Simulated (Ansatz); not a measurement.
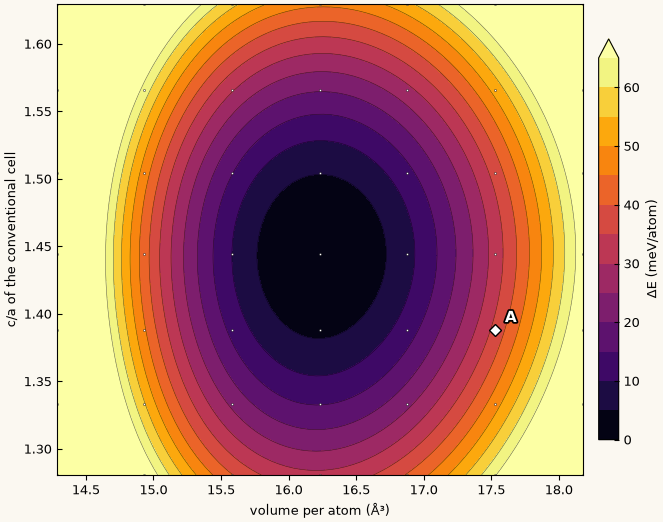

TiAl (P4/mmm, No. 123; 2 atoms in the cell). The energy is mapped over volume and the cell's shape. Coordinates scanned: (1) volume per atom; (2) c/a of the conventional cell. Nothing is relaxed (symmetry fixes all fractional coordinates). Grid: 7 × 7 points. Points are written as (first, second). All energies are given in meV/atom relative to the lowest grid point. All numbers below come from DFT PBE, scalar-relativistic, plane waves, PAW in Ansatz 0.2.0. Settings: cutoff 520 eV, k-mesh 18×18×12 in the order of the run's cell vectors, gaussian smearing 0.15 eV, no spin polarisation.

Drawn: filled contours, dots at the grid points, one colour for all values above the top of the scale, the point A. Between grid points the surface is interpolated.

### Which way does the force act at A, and how strong is it?

A, at (17.53 Å³, 1.388), is not a stationary point. The computed force is 47 meV/atom for each Å³ towards smaller values of volume per atom and 151 meV/atom for each unit towards larger values of c/a of the conventional cell.

PAW datasets: the set soft_1.
